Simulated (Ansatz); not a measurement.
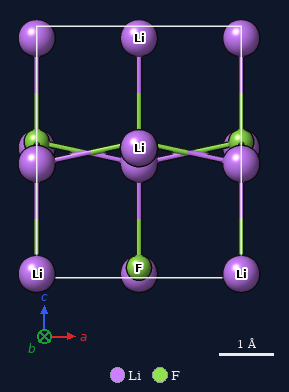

Starting structure of solid Li3F2 (a generated structure, set up in Fmm2). A ball-and-stick model of the conventional cell (4 times the calculation's cell), seen along the b axis. Lengths and directions refer to the drawn axes.

Level of theory: Ansatz 0.2.0, DFT PBE, scalar-relativistic, plane waves, PAW.

Input
```yaml
crystal:
  lattice:
    - [0.0, 6.3434025723, 2.3720719107]
    - [1.928239867, 0.0, 2.3720719107]
    - [1.928239867, 6.3434025723, 0.0]
  atoms:
    - { symbol: Li, position: [0.0152968399, 0.0152968399, 0.9847031601] }
    - { symbol: Li, position: [0.2772257195, 0.627643904, 0.372356096] }
    - { symbol: Li, position: [0.627643904, 0.2772257195, 0.7227742805] }
    - { symbol: F, position: [0.8689448199, 0.2109052828, 0.7890947172] }
    - { symbol: F, position: [0.2109052828, 0.8689448199, 0.1310551801] }
basis:
  ecutwfc: 420
kpoints:
  mp_grid: { grid: [12, 12, 12] }
hamiltonian:
  xc: pbe
scf:
  occupations: { method: gaussian, width: 0.1 }
output:
  forces: true
  stress: true
  eigenvalues: true
relax:
  adjacent_minimum: "off"
  f_tol: 0.01
  max_steps: 80
  cell: { stress_tol: 0.05 }
```

Launched with:
```bash
ansatz run input.yaml --threads 1 --pin off --max-ram 2560MiB --backend cpu --events-out ev --progress --plain --runs-dir out
```

Predict the outcome.

The energy falls by 8.2 meV per atom in 14 accepted moves (21 points after the start). The largest force component goes from 0.0039 to 0.0013 eV/Å. The pressure goes from 0.01 to 0.00 GPa. The line search rejected the trial steps at points 11, 15 of the run. At 5 points the geometry stayed and the basis and grid were re-selected for the new cell (energy shift of 1.0 meV per atom at most each time). The largest moves relative to the cell, 0.19 Å, are those of Li2 and Li3. Li3 goes roughly along +c. By element the largest moves are Li 0.19 Å, F 0.17 Å. The volume changes by −3.6 %, with a 3.856 → 4.065 Å (+5.4 %), b 12.687 → 13.539 Å (+6.7 %), c 4.744 → 4.064 Å (−14.3 %). Near-neighbour distances that change, for instance: Li2–F4 2.788 → 2.033 Å, Li1–F4 2.172 → 2.354 Å, Li2–F4 (another image) 1.958 → 2.032 Å, Li2–F5 1.995 → 2.019 Å. New bonds form: Li2–F4 (2.79 → 2.03 Å), Li3–F5 (2.79 → 2.03 Å). Bond angles that change, for instance: F4–Li2–F4 155.5° → 177.6°, Li2–F4–Li2 155.5° → 177.6°, F4–Li2–F5 103.6° → 91.2°. The space group (tolerance 0.01 Å) goes from Fmm2 (No. 42) to I4/mmm (No. 139).

Final geometry:

```
Li F
1.0
     0.00000    6.76951    2.03188
     2.03241    0.00000    2.03188
     2.03241    6.76951    0.00000
Li F
3 2
Direct
  0.99975 0.99975 0.00025
  0.32301 0.67705 0.32295
  0.67705 0.32301 0.67699
  0.82622 0.17398 0.82602
  0.17398 0.82622 0.17378
```

The end point in the same view:

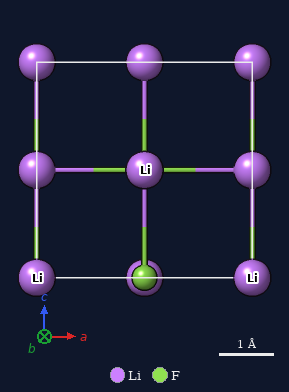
